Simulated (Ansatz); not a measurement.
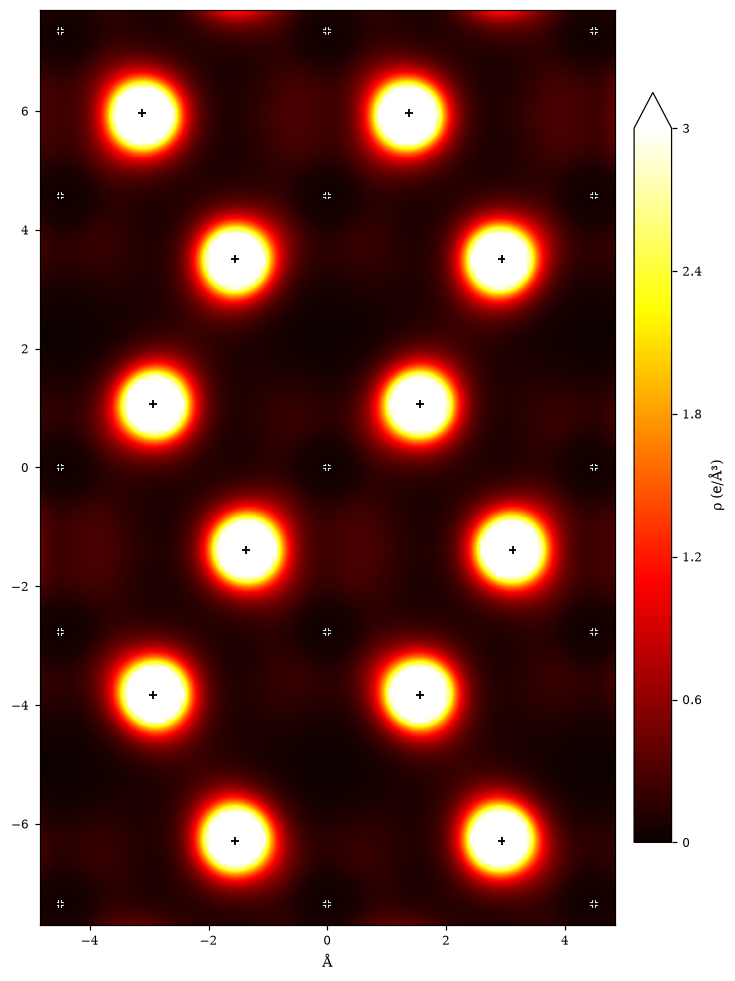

The valence electron density on a plane through atoms (crosses mark nuclei in the plane).

The calculation used DFT PBEsol, scalar-relativistic, plane waves, PAW (Ansatz 0.2.0).

Candidates:
A. Al$_{2}$O$_{3}$, a = 4.49 Å, b = 4.49 Å, c = 14.70 Å, α = 90.00°, β = 90.00°, γ = 120.00°. Space group R-3c; a point of a scan over the structure, not its minimum; changed on purpose from its base cell (shift of Al1 along [0 0 1], its symmetry partners moved alike: -0.100 A in the relaxed cell; c/a of the conventional cell at fixed volume 3.2715); not relaxed (largest force 1.0 eV/Å); computed pressure about 2 GPa in this cell; PAW files of the earlier set (soft_1).
B. W, a = 3.15 Å, b = 3.15 Å, c = 3.15 Å, α = 90.00°, β = 90.00°, γ = 90.00°. Space group Im-3m; PAW files of the earlier set (soft_1).

### Which system is this?

Candidate A: Al$_{2}$O$_{3}$ on the (010) plane of the conventional cell, which holds Al and O. Al–O (1.89 Å): the density is about 0.6 e/Å³ at the midpoint. Al–O (1.95 Å): the density is about 0.54 e/Å³ at the midpoint.
